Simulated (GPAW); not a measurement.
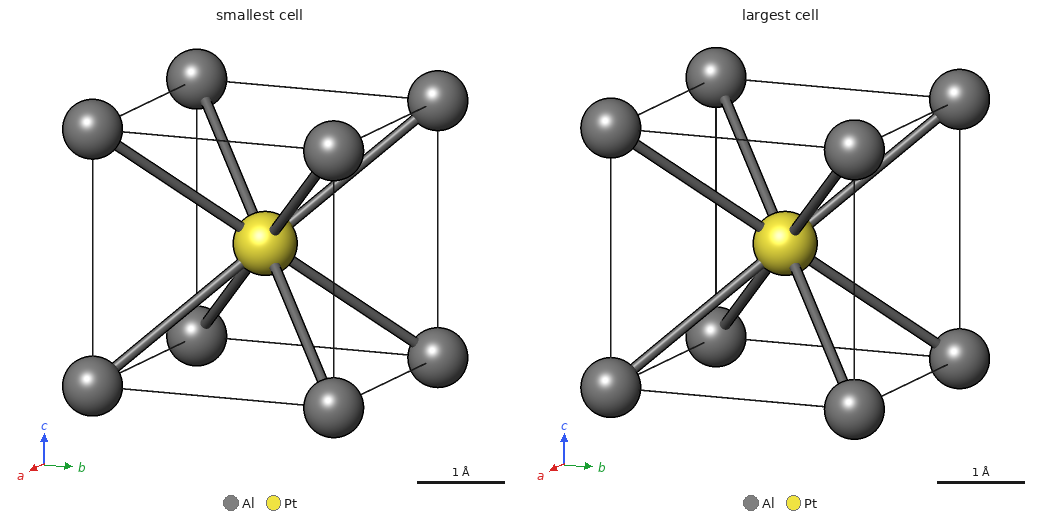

AlPt, caesium chloride (CsCl, B2) type, space group Pm-3m (No. 221), relaxed (cell and atoms, zero pressure) with five choices of dispersion term on top of PBEsol; the smallest and the largest of the relaxed conventional cells are drawn to one scale (sticks follow a distance rule). The start was a structure listed in the Materials Project. Other forms of this composition are known.

Alike in all runs: GPAW 26.7.0; functional PBEsol; potentials PAW data sets generated in the run's folder for this functional; cutoff 600 eV; k mesh 9 × 9 × 9 on the run's cell of 2 atoms; occupations fermi-dirac, width 0.05 eV; no spin polarisation; no spin-orbit coupling. All runs are metallic.

| level | volume (Å³/atom) | a (Å) |
| --- | --- | --- |
| D3(BJ)-ATM | 14.04 | 3.039 |
| D3(BJ) | 13.94 | 3.032 |
| D4 | 14.13 | 3.046 |
| D3 | 14.00 | 3.036 |
| none | ? | ? |

> What does none give?

Volume 14.36 Å³/atom; a 3.062 Å. That is the largest volume of all.

> Order the levels by the relaxed volume, smallest first.

D3(BJ) (13.94 Å³/atom), D3 (14.00 Å³/atom), D3(BJ)-ATM (14.04 Å³/atom), D4 (14.13 Å³/atom), none (14.36 Å³/atom). Rows within a few tenths of a per cent can't be told apart.

Caveat: later steps reuse the first step's grids; pairwise dispersion terms can overbind metals strongly; spin-orbit coupling is left out, which matters for Pt, if less for volumes and forces than for levels.
